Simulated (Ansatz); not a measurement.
# WC: 6 runs along one coordinate

System: WC (Cm, 2 atoms in the cell).
Method: DFT PBE, scalar-relativistic, plane waves, PAW, no spin polarisation (Ansatz 0.2.0).

The 6 runs differ only in the geometry, by a strain of the cell at fixed fractional positions. Against run 4, the strain is εyz = η. The structure derives from an entry of the Crystallography Open Database.

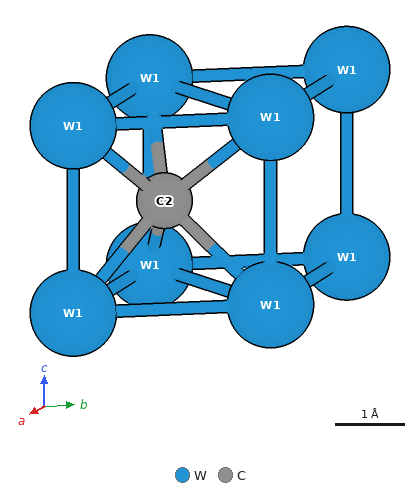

Figure 1. The structure of run 4 (ball-and-stick view of the cell of the calculation, seen slightly off an axis; atoms are numbered from 1 in the order of the input). An atom can appear more than once, as a periodic image.

### Input of run 4
```yaml
crystal:
  lattice:
    - [2.900501436, 0.0, 0.0]
    - [-1.450250718, 2.5119079273, 0.0125595396]
    - [0.0, 0.014145, 2.829]
  atoms:
    - { symbol: W, position: [0.0, 0.0, 0.0] }
    - { symbol: C, position: [0.6666666667, 0.3333333333, 0.5] }
basis:
  ecutwfc: 420
kpoints:
  mp_grid: { grid: [18, 18, 16] }
hamiltonian:
  xc: pbe
scf:
  occupations: { method: gaussian, width: 0.15 }
output:
  forces: true
  stress: true
  eigenvalues: true
```

Command:
```bash
ansatz run input.yaml --threads 1 --pin off --max-ram 2560MiB --backend cpu --events-out ev --progress --plain --runs-dir out
```

Lattice vectors (Å) and fractional positions of run 4:
```
   2.900501    0.000000    0.000000
  -1.450251    2.511908    0.012560
   0.000000    0.014145    2.829000
W   0.000000  0.000000  0.000000
C   0.666667  0.333333  0.500000
```

Run 3 differs from it as follows:
```diff
-    - [-1.450250718, 2.5119079273, 0.0125595396]
-    - [0.0, 0.014145, 2.829]
+    - [-1.450250718, 2.5119079273, 0.0062797698]
+    - [0.0, 0.0070725, 2.829]
```

### Results, with one run withheld

```csv
run,strain parameter η (%),"free energy per atom, from the lowest run given (meV)",pressure (GPa)
1,−2.5001,15.67,9.16
2,−1.5000,3.14,8.63
3,−0.2500,?,?
4,0.0000,0.00,8.50
5,0.7500,5.49,8.73
6,1.0000,8.36,8.85
```

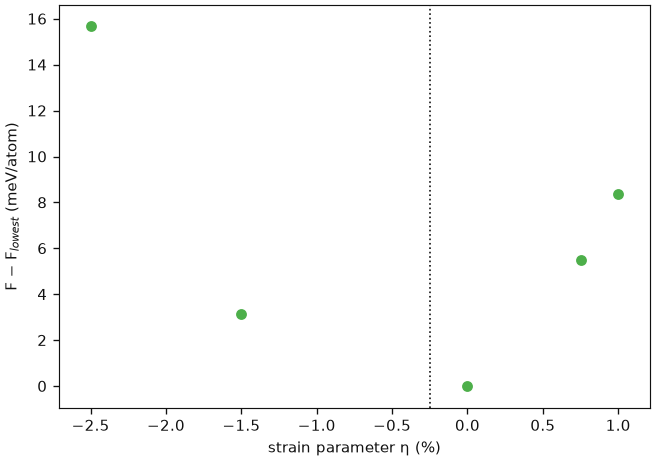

Figure 2. Free energy per atom of the runs given; the dotted line marks run 3.

Estimate the energy of run 3 from the others.

A cubic polynomial in the coordinate, fitted to the 5 runs given, misses them by under 0.01 meV per atom. With x = η + 0.4500, it reads F = −1.0314 + 0.41414 x + 4.1795 x² + 0.00178 x³ (meV per atom). At run 3 it gives −0.78 meV per atom, and the run itself gives −0.79. The fit has its minimum at η = −0.4995 %.

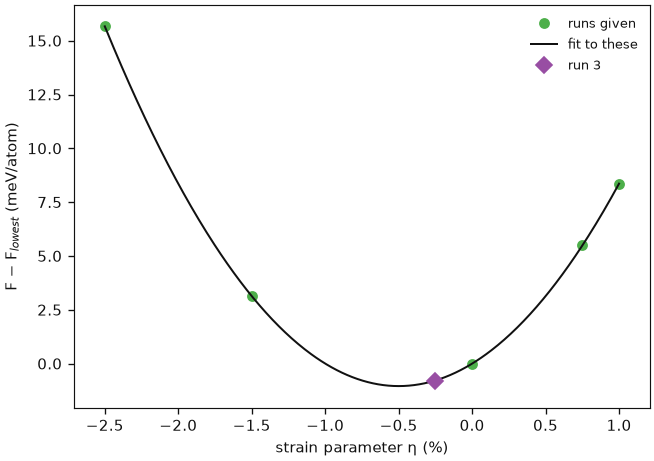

Figure 3. The fit and the withheld run.

### Output, shortened to warnings, some set-up lines, iterations and results (run 3)
```
Basis set: ecut = 420 eV, 405 PW (Γ), exchange–correlation on 40×40×40 points (8 copies of the dense FFT grid, shifted against one another)
Symmetry: 2 space group operations
k-points: 1379 of 5184 (time reversal used)
Initial density: superposition of atomic densities (neutral atoms: chi_scale 0, normalization atom), corrected by the library's trained network
[...]
SCF iter   1: F=—  HF=-10636.045368 eV  |F-HF|=—  |Δ(HF+E_count)|=         —  Δρ=7.25e-3  dr2=2.55e-3  ethr=1.77e-3  ⟨swp⟩=5.0  Hψ=86856  notcnv=0
SCF iter   2: F=—  HF=-10636.047788 eV  |F-HF|=—  |Δ(HF+E_count)|=   2.42e-3  Δρ=4.19e-3  dr2=8.88e-4  ethr=1.42e-5  ⟨swp⟩=1.9  Hψ=33943  notcnv=0
SCF iter   3: F=—  HF=-10636.048803 eV  |F-HF|=—  |Δ(HF+E_count)|=   1.02e-3  Δρ=3.52e-4  dr2=2.21e-5  ethr=4.93e-6  ⟨swp⟩=2.3  Hψ=27066  notcnv=0
SCF iter   4: F=—  HF=-10636.048795 eV  |F-HF|=—  |Δ(HF+E_count)|=   8.19e-6  Δρ=1.21e-4  dr2=1.69e-6  ethr=1.23e-7  ⟨swp⟩=2.5  Hψ=29616  notcnv=0
SCF iter   5: F=-10636.048796 eV  HF=-10636.048796 eV  |F-HF|=4.06e-8  |Δ(HF+E_count)|=   3.81e-7  Δρ=2.02e-5  dr2=6.21e-8  ethr=9.37e-9  ⟨swp⟩=2.0  Hψ=28942  notcnv=0
SCF iter   6: F=-10636.048796 eV  HF=-10636.048796 eV  |F-HF|=1.67e-9  |Δ(HF+E_count)|=   2.20e-8  Δρ=4.15e-6  dr2=2.82e-9  ethr=3.45e-10  ⟨swp⟩=2.2  Hψ=66291  notcnv=0
SCF 1 converged in 6 iterations: F = -10636.048796 eV  dr2 = 2.82e-9
SCF converged after 6 iterations
Free energy (F): -10636.048796 eV
Harris-Foulkes:  -10636.048796 eV  (|F-HF|=1.67e-9)
Internal energy: -10636.045347 eV  (E = F + TS)
E sigma→0 (E₀):  -10636.047071 eV
Entropy (-TS):   -0.003449 eV (-1.725 meV/atom)
Fermi energy:    20.753088 eV
--- Per-component energies (eV) ---
  E_band       = -55.708441
  E_kinetic    = 542.681442
  E_local      = -659.797692  (includes V_loc(G=0)·N_el)
  E_nonlocal   = 25.522557
  E_hartree    = 233.876569
  E_xc         = -316.791734
  E_vxc        = -300.756725  (∫ρ·V_xc dr)
  E_paw        = -8661.207843  (= ΣΔE_a)
  E_vpaw       = -131.109894  (= ΣTr[D̂ρ^β])
  E_aug_tail   = -0.000061  (compensation charges beyond the density's cutoff)
  E_ewald      = -1800.328583
  E_smearing   = -0.003449  (= −TS)
  E_closure    = 0.000000  (closes the sum)
  Σ components = -10636.048796   (vs F -10636.048796, Δ=0.00e0)
--- Forces (eV/Å), atoms counted from 1 ---
  atom   1  W      0.00000000     0.00077418    -0.00000630
  atom   2  C      0.00000000    -0.00077369     0.00000926
  max |Σ_I F_I| component: 2.96e-6 eV/Å
--- Stress (GPa, compression-positive) ---
        8.270236       0.000000       0.000000
        0.000000       8.278835      -1.605084
        0.000000      -1.605084       8.846539
  P = ⅓ Tr σ = 8.4652 GPa (84.652 kbar)
```

Notes: Spin–orbit coupling is left out, which matters for W.
